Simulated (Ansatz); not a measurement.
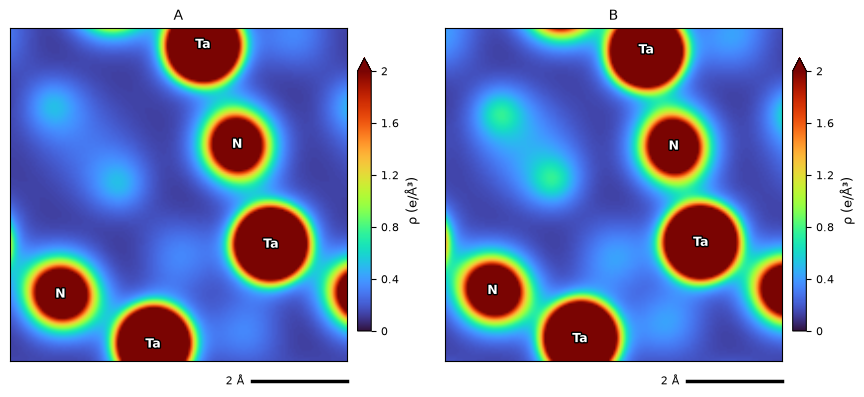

TaN. The valence electron density of two cells that differ in size and shape, on the (111) plane of each (indices in the axes of the calculation cell), at one length scale and on one colour scale: A has 13.8 Å³ an atom and B 12.2.

The calculation used DFT PBEsol, scalar-relativistic, plane waves, PAW (Ansatz).

In a PAW calculation such maps are meaningful between the atoms, not at the nuclei.

The larger cell:

```
CELL_PARAMETERS angstrom
5.62150 0.00000 0.00000
-2.81075 4.86836 0.00000
0.00000 0.00000 3.01973
ATOMIC_POSITIONS crystal
Ta 0.00000 0.00000 0.00000
Ta 0.33333 0.66667 0.50000
Ta 0.66667 0.33333 0.50000
N 0.50000 0.00000 0.00000
N 0.50000 0.50000 0.00000
N 0.00000 0.50000 0.00000
```

The smaller cell: a = 5.621 Å, b = 5.621 Å, c = 2.671 Å, α = 90.00°, β = 90.00°, γ = 120.00°.

**What does the compression do to the bonding and the properties?**

From the larger cell to the smaller, Ta–N goes from 2.22 to 2.10 Å, and the density at its midpoint from 0.57 to 0.73 e/Å³; the pressure goes from −39 to −4.0 GPa.
